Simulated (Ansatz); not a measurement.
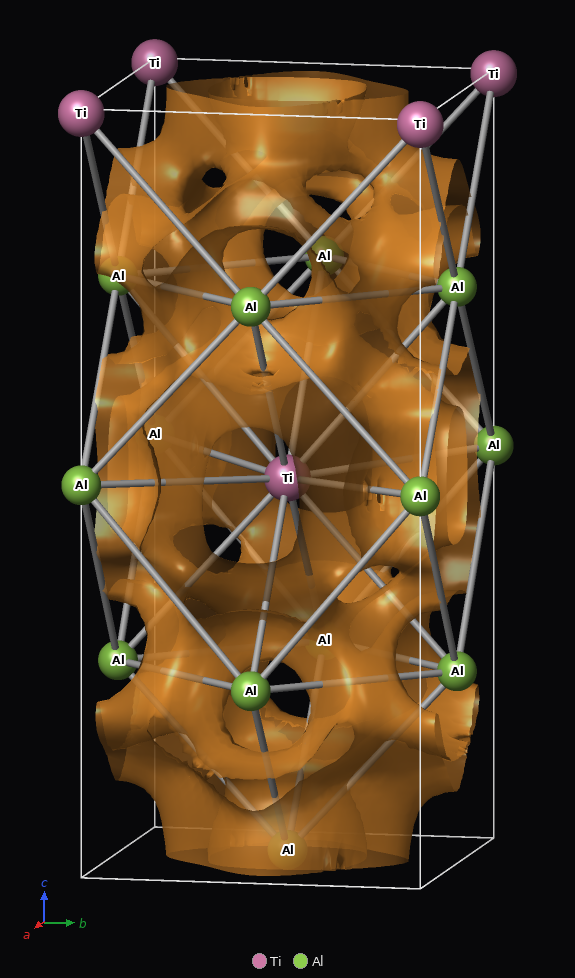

The picture shows: TiAl3. Isosurface of the electron localisation function at 0.6 (orange), seen slightly off an axis. Core shells and regions of very low density are left out. Sticks mark near contacts.

Space group I4mm; a structure from a database of computed crystals, not necessarily the ambient phase; not relaxed (largest force 0.4 eV/Å); computed without spin polarisation.

Level of theory: Ansatz, DFT PBEsol, scalar-relativistic, plane waves, PAW.

Core electrons are frozen (PAW), and the valence fields are smoothed inside the atomic spheres.

Question: Where are the electrons localised?

Answer: The surface consists of one network that runs through the whole crystal, counted in one cell of 8 atoms. Any copies at cell faces, edges or corners count once.

Values along the shortest contacts:
Al–Al (2.70 Å): the ELF peaks at about 0.70 between the atoms. Ti–Al (2.70 Å): the ELF is about 0.35 at the midpoint.

Question: Metal or insulator at this level of theory?

Answer: It is gapless in this calculation (a metal or semimetal).
